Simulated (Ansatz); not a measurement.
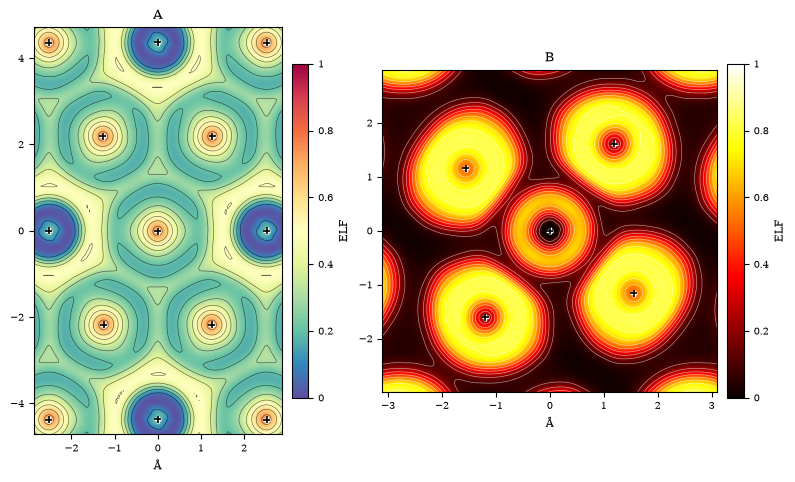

The ELF of 2 systems, each on a plane through atoms (crosses mark nuclei in the plane).

Method: DFT PBE, scalar-relativistic, plane waves, PAW in Ansatz.

System 1: TiO₂, the (111) plane of the conventional cell. Space group P4₂/mnm; computed without spin polarisation.

System 2: AlNi₃ (interface cell), the (001) plane of the calculation cell. Spin-polarised.

**Match each panel to its system.**

Panel A is system 2, AlNi₃: the plane holds Al and Ni. Ni–Ni (2.51 Å): the ELF is about 0.25 at the midpoint: no shared electron pair shows on this line. Panel B is system 1, TiO₂: the plane holds Ti and O. Ti–O (1.96 Å): the ELF peaks at about 0.80 in the valence shell of O, 0.6 Å from its nucleus, and is about 0.20 at the midpoint (no shared electron pair shows on this line).
